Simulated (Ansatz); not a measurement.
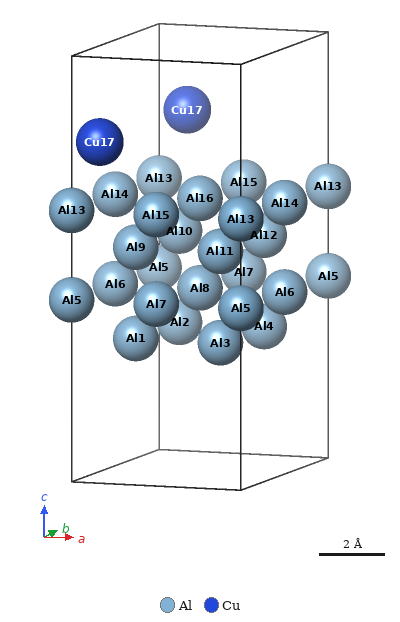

The structure as given in the input (spheres-only view of the cell of the calculation, with the vacuum cut short, seen slightly off an axis; atoms are numbered from 1 in the order of the input).

# Al16Cu: single-point calculation

System: Al16Cu (slab, 17 atoms in the cell).
Method: DFT PBE+D3(BJ), scalar-relativistic, plane waves, PAW, no spin polarisation (Ansatz 0.2.0).

The structure derives from an entry of the Crystallography Open Database. Figures and captions count atoms from 1; the log counts them from 0 in places.

Input
```yaml
crystal:
  lattice:
    - [5.6324246412, 0.0, 0.0]
    - [0.0, 7.9654513166, 0.0]
    - [0.0, 0.0, 21.2293510975]
  atoms:
    - { symbol: Al, position: [0.25, 0.25, 0.1884183827] }
    - { symbol: Al, position: [0.25, 0.75, 0.1884183827] }
    - { symbol: Al, position: [0.75, 0.25, 0.1884183827] }
    - { symbol: Al, position: [0.75, 0.75, 0.1884183827] }
    - { symbol: Al, position: [0.0, 0.0, 0.2547466541] }
    - { symbol: Al, position: [0.0, 0.5, 0.2547466541] }
    - { symbol: Al, position: [0.5, 0.0, 0.2547466541] }
    - { symbol: Al, position: [0.5, 0.5, 0.2547466541] }
    - { symbol: Al, position: [0.25, 0.25, 0.3240951258] }
    - { symbol: Al, position: [0.25, 0.75, 0.3240951258] }
    - { symbol: Al, position: [0.75, 0.25, 0.3240951258] }
    - { symbol: Al, position: [0.75, 0.75, 0.3240951258] }
    - { symbol: Al, position: [0.0, 0.0, 0.3876402562] }
    - { symbol: Al, position: [0.0, 0.5, 0.3876402562] }
    - { symbol: Al, position: [0.5, 0.0, 0.3876402562] }
    - { symbol: Al, position: [0.5, 0.5, 0.3876402562] }
    - { symbol: Cu, position: [0.1666666667, 0.0, 0.4912703667] }
basis:
  ecutwfc: 420
kpoints:
  mp_grid: { grid: [5, 4, 1] }
hamiltonian:
  xc: pbe
  dispersion: d3bj
scf:
  occupations: { method: gaussian, width: 0.1 }
output:
  forces: true
  eigenvalues: true
  write_density: true
  write_potential: true
  elf: true
  volumetric_format: npy
efield:
  axis: 3
  dipole_correction: true
  ramp_width: 0.04
```

Command:
```bash
ansatz run input.yaml --threads 1 --pin off --max-ram 3072MiB --backend cpu --events-out ev --progress --plain --runs-dir out
```

Log
```
Engine: ansatz 0.2.0, x86_64-unknown-linux-gnu
Pseudopotentials: kind: paw
Pseudopotential: Al, paw, valence charge 3, recommended cutoff 420 eV (normal), Al.paw.azcp
Pseudopotential: Cu, paw, valence charge 19, recommended cutoff 420 eV (normal), Cu.paw.azcp
Functional definition: PBE
  parameter kappa = 0.804
  parameter beta = 0.06672455060314922
  exchange = pbe_x(kappa = kappa, mu = beta*pi^2/3)
  correlation = pbe_c(beta = beta)
Crystal: 17 atoms, lattice volume = 952.451 Å³
Basis set: ecut = 420 eV, 18655 PW (Γ), exchange–correlation on 80×108×288 points (8 copies of the dense FFT grid, shifted against one another)
Bands: 51, of which v1, the nominal top of the filled ones, is band 34 counted from 1 (33 counted from 0)
Symmetry: 2 space group operations
Space group: Pm (ITA 6), of the structure as read, at distance tolerance 9.8e-5 Å
k-points: 9 of 20 (time reversal used)
Non-local potential: Al, projectors of the file, l = 0: 2, l = 1: 2, l = 2: 1
Non-local potential: Cu, projectors of the file, l = 0: 3, l = 1: 2, l = 2: 3, l = 3: 1
PAW form: soft (Blöchl's): semilocal exchange-correlation on the pseudo side does not see the compensation charge
PAW one-centre angular grid: Al, 110 points (default); XC on 64 Gauss nodes
PAW one-centre angular grid: Cu, 590 points (default); XC on 64 Gauss nodes
Initial density: superposition of atomic densities (neutral atoms: chi_scale 0, normalization atom), corrected by the library's trained network
Initial wavefunctions: pseudopotential atomic-orbital guess
Functional: x = pbe(κ = 0.804, μ = 0.2195149727645171), c = pbe(β = 0.06672455060314922)
SCF iter   1: F=—  HF=-15222.106398 eV  |F-HF|=—  |Δ(HF+E_count)|=         —  Δρ=1.62e-3  dr2=9.76e-2  ethr=1.77e-3  p=0.076 e·Å  D=1.43e-2 V/Å  ΔV_dip=-0.30 eV  dr2_dipole=1.81e-2  V_vac-E_F(+/−)=3.67/3.98 eV  ⟨swp⟩=15.4  Hψ=3003  notcnv=0  defer=1
efield: sawtooth ramp at fractional position 0.8198 (placed from the atoms, in the widest stretch of the axis that holds none; the zero of the levels goes with the place), width 0.0400; the density the first Hamiltonian is built on has a dipole p = 0.076 e·Å; the dipole correction subtracts the counter field D = 1.43e-2 V/Å, which shifts the + side's vacuum level by -0.30 eV against the − side's; the planar-averaged density in the ramp window peaks in size at 3.5e-5 e/Å³
preconditioner: auto → LDOS  [metal: Δε(μ)=0.067 eV  Ē_g=5.626 eV  σ=0.100 eV  W_gap=0.33  n_scr=88 (ndim 8)  ℏωp=9.2 eV  f_vac=0.552  D(μ)=8.51/eV (n_scr^D=32)  β→1.0]
SCF iter   2: F=—  HF=-15222.106203 eV  |F-HF|=—  |Δ(HF+E_count)|=   1.95e-4  Δρ=1.71e-3  dr2=3.48e-2  ethr=1.46e-4  p=0.070 e·Å  D=1.32e-2 V/Å  ΔV_dip=-0.28 eV  dr2_dipole=1.82e-3  V_vac-E_F(+/−)=3.75/4.03 eV  ⟨swp⟩=2.0  Hψ=783  notcnv=0  defer=34
SCF iter   3: F=—  HF=-15222.109702 eV  |F-HF|=—  |Δ(HF+E_count)|=   3.50e-3  Δρ=2.69e-3  dr2=4.09e-2  ethr=5.19e-5  p=0.075 e·Å  D=1.42e-2 V/Å  ΔV_dip=-0.30 eV  dr2_dipole=6.84e-5  V_vac-E_F(+/−)=3.71/4.01 eV  ⟨swp⟩=2.0  Hψ=728  notcnv=0  defer=34
SCF iter   4: F=—  HF=-15222.101759 eV  |F-HF|=—  |Δ(HF+E_count)|=   7.94e-3  Δρ=3.59e-4  dr2=1.72e-3  ethr=5.19e-5  p=0.072 e·Å  D=1.36e-2 V/Å  ΔV_dip=-0.29 eV  dr2_dipole=1.97e-4  V_vac-E_F(+/−)=3.72/4.01 eV  ⟨swp⟩=2.0  Hψ=614  notcnv=0  defer=12
SCF iter   5: F=—  HF=-15222.101555 eV  |F-HF|=—  |Δ(HF+E_count)|=   2.04e-4  Δρ=1.27e-4  dr2=2.57e-4  ethr=2.57e-6  p=0.070 e·Å  D=1.33e-2 V/Å  ΔV_dip=-0.28 eV  dr2_dipole=4.08e-5  V_vac-E_F(+/−)=3.73/4.01 eV  ⟨swp⟩=2.1  Hψ=594  notcnv=0  defer=12
SCF iter   6: F=—  HF=-15222.101547 eV  |F-HF|=—  |Δ(HF+E_count)|=   8.57e-6  Δρ=2.01e-5  dr2=1.19e-5  ethr=3.84e-7  p=0.069 e·Å  D=1.32e-2 V/Å  ΔV_dip=-0.28 eV  dr2_dipole=2.80e-6  V_vac-E_F(+/−)=3.73/4.01 eV  ⟨swp⟩=2.0  Hψ=630  notcnv=0  defer=12
SCF iter   7: F=—  HF=-15222.102105 eV  |F-HF|=—  |Δ(HF+E_count)|=   5.58e-4  Δρ=5.78e-6  dr2=6.56e-7  ethr=1.77e-8  p=0.069 e·Å  D=1.31e-2 V/Å  ΔV_dip=-0.28 eV  dr2_dipole=1.09e-7  V_vac-E_F(+/−)=3.73/4.01 eV  ⟨swp⟩=2.1  Hψ=649  notcnv=0  defer=12
SCF iter   8: F=-15222.102105 eV  HF=-15222.102105 eV  |F-HF|=7.33e-8  |Δ(HF+E_count)|=   5.88e-7  Δρ=1.62e-6  dr2=5.44e-8  ethr=1.49e-10  p=0.069 e·Å  D=1.31e-2 V/Å  ΔV_dip=-0.28 eV  dr2_dipole=1.23e-8  V_vac-E_F(+/−)=3.73/4.01 eV  ⟨swp⟩=28.6  Hψ=4540  notcnv=0
SCF 1 converged in 8 iterations: F = -15222.102105 eV  dr2 = 5.44e-8
  greatest PAW one-centre occupation: 1.000 electrons in one spin orbital (limit 2), on the Cu atom at site 16 (counted from 0), in its partial waves of l = 0
```

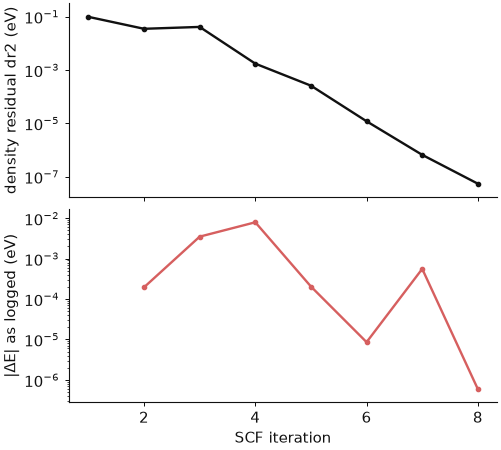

Convergence of the self-consistent field: density residual dr2 and size of the energy change against the SCF iteration. The residual falls almost steadily, with no more than small rises.

```
WARN: The output density's exchange-correlation potential varies sharply where the density is thin. Do not read a vacuum level from v_tot or v_xc, or from such a field of the output density. On a cell that repeats whose density bears no net charge and no dipole along the vacuum's axis use v_es (v_loc + v_h of the components); under efield.dipole_correction with no amplitude use v_es + v_field, which holds any external_charges[].barrier, or the levels of the report's work_function block, which leave it out; under a non-zero efield.amplitude the vacuum is tilted and has no level; on a cell that repeats and bears such a dipole with no correction it is tilted too, and efield.dipole_correction with no amplitude gives each side of its ramp a level where efield: is served; in a cell that repeats whose density bears a net charge (total_charge, or a fill off its count) it is curved and has none; of a slab under crystal.periodic whose density bears no net charge use v_es, which has a level on each side, short of where the two are joined; of another it falls or rises all the way out and has none; of a slab beside external_charges read slab_vacuum_level instead, which it has where they leave it neutral. The grid or the basis barely resolves most such structure, and the values can differ between equally converged runs; as a rule a tighter scf.convergence.dr2_threshold does not remove it. Where the density itself ripples (under the LDA too) a higher basis.ecutwfc lessens it. The files hold the spikes' plane waves up to the density's cutoff. Files: v_tot_of_output_density and the like, and their columns of v_z.tsv (output.write_potential); v_xc_of_output_density and the like, and their columns of v_comp_z.tsv (output.write_potential_components). Measured: with its Gaussian average of σ = 0.25 Å subtracted twice, the exchange-correlation potential is over 0.1 eV at 241 of the grid points where the equally averaged density (valence and model cores) is under 1e-3 e/Å³, and 0.256 eV at the most among them, at an averaged density of 4.2e-8 e/Å³. The input density's (outcome.potential() and, of a run that writes arrays, v_tot and v_xc) is over 0.1 eV, so measured, at 180 points of its own thin density, 0.175 eV at the most. See output.write_potential in the manual, Limitations
SCF converged after 8 iterations
Free energy (F): -15222.102105 eV
Harris-Foulkes:  -15222.102105 eV  (|F-HF|=7.33e-8)
Internal energy: -15222.055865 eV  (E = F + TS)
E sigma→0 (E₀):  -15222.078985 eV
Entropy (-TS):   -0.046240 eV (-2.720 meV/atom)
Fermi energy:    -0.290182 eV
Dipole field:    D = 0.013057 V/Å  (p = 0.068728 e·Å, saw-weighted, corrected)
Work function:   Φ+ = 3.7311 eV   Φ− = 4.0083 eV
Levels:          The Fermi level and band energies are counted from a zero that moves with the ramp; work functions are not
--- Per-component energies (eV) ---
  E_band       = -877.416892
  E_kinetic    = 643.978076
  E_local      = -19331.860341  (includes V_loc(G=0)·N_el)
  E_nonlocal   = 569.928579
  E_hartree    = 9163.359770
  E_xc         = -708.947527
  E_vxc        = -556.504330  (∫ρ·V_xc dr)
  E_paw        = -9150.449103  (= ΣΔE_a)
  E_vpaw       = -529.558007  (= ΣTr[D̂ρ^β])
  E_aug_tail   = 0.000247  (compensation charges beyond the density's cutoff)
  E_efield     = 0.000449  (sawtooth field / dipole correction)
  E_vefield    = -0.116459  (∫n·V_field dr)
  E_ewald      = 3595.523120
  E_disp       = -3.589136  (pairwise vdW)
  E_smearing   = -0.046240  (= −TS)
  E_closure    = -0.000000  (closes the sum)
  Σ components = -15222.102105   (vs F -15222.102105, Δ=0.00e0)
--- Forces (eV/Å), atoms counted from 1 ---
  atom   1  Al     0.01249222    -0.00979097     0.20156615
  atom   2  Al     0.01249222     0.00979097     0.20156615
  atom   3  Al     0.00472232    -0.01385469     0.19466396
  atom   4  Al     0.00472232     0.01385469     0.19466396
  atom   5  Al    -0.17122029     0.00000000    -0.14315093
  atom   6  Al    -0.05198584     0.00000000    -0.08742908
  atom   7  Al     0.18341303     0.00000000    -0.13223101
  atom   8  Al     0.01794012     0.00000000    -0.08574064
  atom   9  Al     0.05118279     0.02006971    -0.07580080
  atom  10  Al     0.05118279    -0.02006971    -0.07580080
  atom  11  Al    -0.02770701    -0.07211956    -0.06569839
  atom  12  Al    -0.02770701     0.07211956    -0.06569839
  atom  13  Al    -0.33016008     0.00000000     0.33297565
  atom  14  Al     0.00526730     0.00000000     0.02934262
  atom  15  Al     0.01637314     0.00000000     0.45875412
  atom  16  Al    -0.01398170     0.00000000    -0.00000486
  atom  17  Cu     0.26295928     0.00000000    -0.88192415
  max |Σ_I F_I| component: 5.36e-5 eV/Å
--- Band table (eV; the first three rows and the last of 9) ---
  k-point 0: bands = ["-112.0686", "-69.6137", "-69.4381", "-69.3709", "-10.7478", "-8.5079", "-8.4394", "-8.3272", "-6.2146", "-6.1863", "-6.1084", "-6.0689", "-5.1334", "-4.2076", "-4.1632", "-3.8901", "-3.8468", "-3.7953", "-3.7310", "-3.2248", "-2.8211", "-2.5980", "-2.4828", "-2.4426", "-2.2883", "-2.2162", "-2.1722", "-2.1210", "-2.0080", "-1.8926", "-1.0426", "-0.9914", "-0.8385", "-0.6037", "-0.4651", "-0.2157", "-0.0978", "0.7175", "0.8826", "1.4002", "1.4095", "1.5740", "1.6779", "1.7164", "1.8249", "1.8647", "2.2225", "2.4356", "2.5561", "2.9245", "3.3124"]
  k-point 1: bands = ["-112.0686", "-69.6137", "-69.4381", "-69.3709", "-10.6035", "-9.4580", "-8.1926", "-7.3984", "-6.8282", "-6.0712", "-6.0411", "-5.1779", "-4.9666", "-4.9407", "-4.9057", "-3.8720", "-3.7567", "-3.6892", "-3.5569", "-3.0284", "-2.9871", "-2.6616", "-2.4952", "-2.4745", "-2.3723", "-2.3246", "-2.2336", "-2.1455", "-2.0818", "-1.7949", "-1.4027", "-0.5342", "-0.3521", "-0.3335", "-0.3078", "-0.1313", "0.4052", "0.4897", "0.5378", "0.8322", "0.8904", "0.9234", "1.4899", "1.8582", "2.1452", "2.2168", "2.4182", "2.6420", "2.6915", "2.7578", "2.9409"]
  k-point 2: bands = ["-112.0686", "-69.6137", "-69.4381", "-69.3709", "-10.1749", "-10.1694", "-7.8194", "-7.7598", "-5.6676", "-5.6509", "-5.6384", "-5.6224", "-5.5903", "-5.5858", "-4.9388", "-4.5728", "-3.4404", "-3.3730", "-3.2838", "-3.2710", "-3.0523", "-2.9984", "-2.6633", "-2.3596", "-2.3417", "-2.3224", "-2.1623", "-2.0465", "-1.5690", "-1.1879", "-1.1835", "-1.1414", "-1.1344", "-0.2969", "-0.0831", "-0.0422", "-0.0210", "0.1753", "0.6888", "0.8778", "1.3972", "1.4057", "1.4172", "1.4257", "1.5742", "2.1245", "2.3785", "2.6761", "2.8643", "2.8778", "3.0269"]
  k-point 8: bands = ["-112.0686", "-69.6137", "-69.4381", "-69.3709", "-9.4381", "-9.4315", "-8.5204", "-8.5151", "-7.0969", "-7.0289", "-6.1864", "-6.1232", "-4.8877", "-4.8810", "-4.3025", "-4.0080", "-4.0078", "-3.8510", "-3.3535", "-2.9704", "-2.5343", "-2.5078", "-2.3511", "-2.2844", "-2.2275", "-2.1594", "-2.1006", "-1.6868", "-1.4255", "-1.4107", "-1.4048", "-1.3583", "-0.9092", "-0.3344", "0.1264", "0.6268", "0.9920", "1.0076", "1.2236", "1.2540", "1.4238", "1.6193", "2.1161", "2.1332", "2.2472", "2.4424", "2.8855", "2.9603", "3.0529", "3.2397", "3.6538"]
```

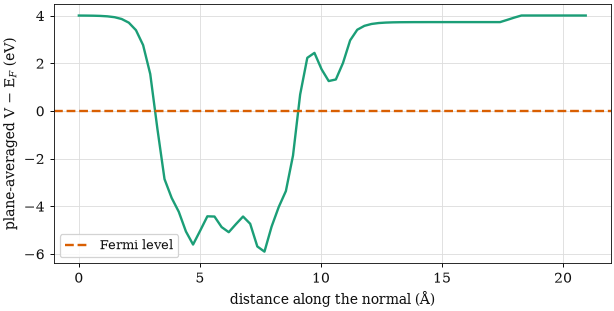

Plane average of the electrostatic potential energy of an electron across the cell, from the Fermi level. The vacuum level lies 3.73 eV above the Fermi level on the upper side and 4.01 eV on the lower.

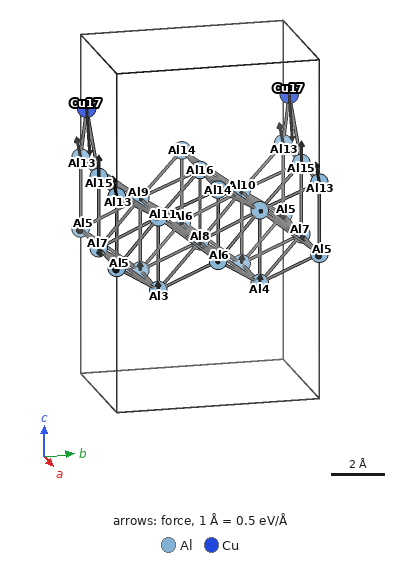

Forces on the atoms as black arrows (ball-and-stick view of the cell of the calculation, with the vacuum cut short, seen slightly off an axis; atoms are numbered from 1 in the order of the input); the smallest are left out. The largest act on Cu17 (0.92 eV/Å); Al13 (0.47 eV/Å); Al15 (0.46 eV/Å). The geometry is not a stationary point of this energy.

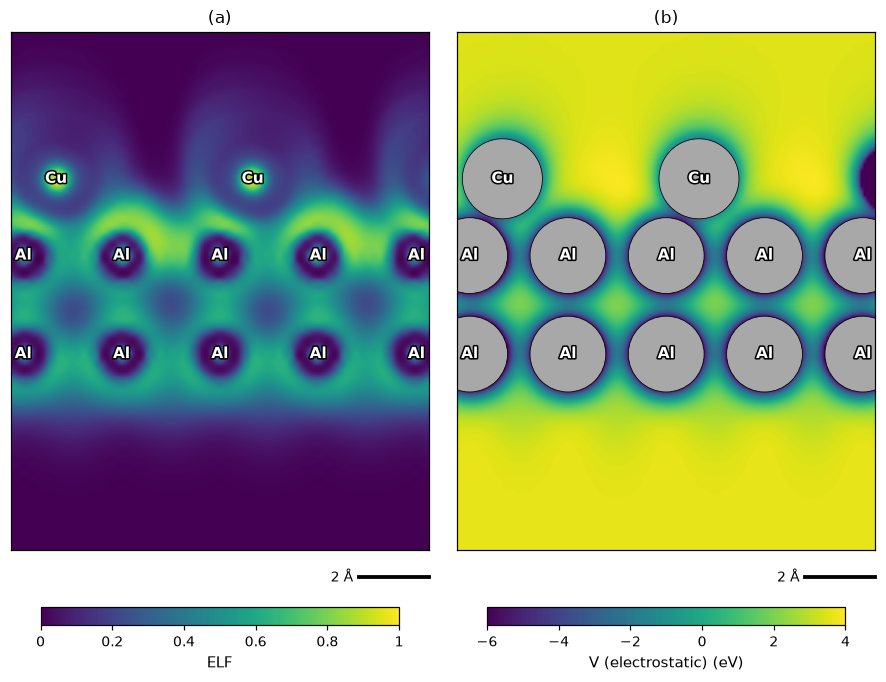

(a) electron localisation function; (b) electrostatic potential energy of an electron on the (010) plane of the calculation cell, a cut from vacuum to vacuum. Grey discs, where drawn, cover atomic cores. The section cuts through Al and Cu sites. Al–Al (2.82 Å): the ELF peaks at about 0.60 between the atoms. Al–Al (2.82 Å): the ELF peaks at about 0.65 between the atoms. The strong features right at Cu lie inside the PAW spheres (semicore, d or f shells) and say nothing about bonding. The fields are those of the smooth PAW valence density.

Results in brief

- outcome: converged
- electrons treated: 67
- free energy: −15222.1021 eV
- work function, top face: 3.73 eV
- work function, bottom face: 4.01 eV
- Fermi energy: −0.290 eV
- gap on the k-point mesh: none (metallic)
- work function (upper face): 3.73 eV
- largest force (length of the vector): 0.920 eV/Å
- hardware: 1 thread of Intel Xeon (Sapphire Rapids), 16 GiB of memory available, shared host
- wall time: 45 s
- peak memory: 0.98 GiB

Warnings of the run: the exchange-correlation potential is rough where the density is thin.
